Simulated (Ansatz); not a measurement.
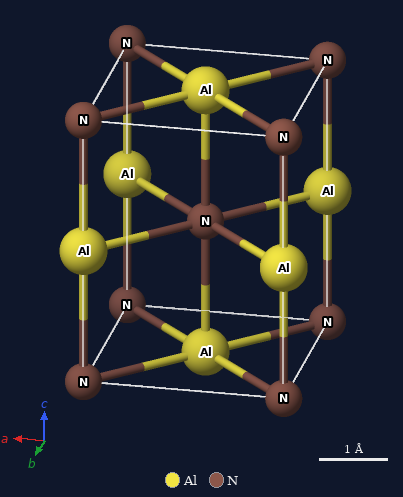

The image is a ball-and-stick drawing of a crystal, viewed from a general direction. The conventional unit cell is drawn as a box.

The solid is AlN. The structure has I4/mmm (No. 139) symmetry and a body-centred tetragonal lattice. It has 4 atoms to the cell (2 Al, 2 N). Al is coordinated by six N in an octahedral arrangement at about 2.1 Å. The N atoms are each bonded to six Al in an octahedral arrangement at about 2.1 Å. The bonds build a three-dimensional framework.

Its origin is a structure listed in the Materials Project. The cell was then strained or its atoms displaced on purpose. It was the input of a calculation with Ansatz.

At this level of theory the run's own cell isn't at rest (stretched, at -30 GPa), so its distances can differ from those at equilibrium, the more so the softer the solid.
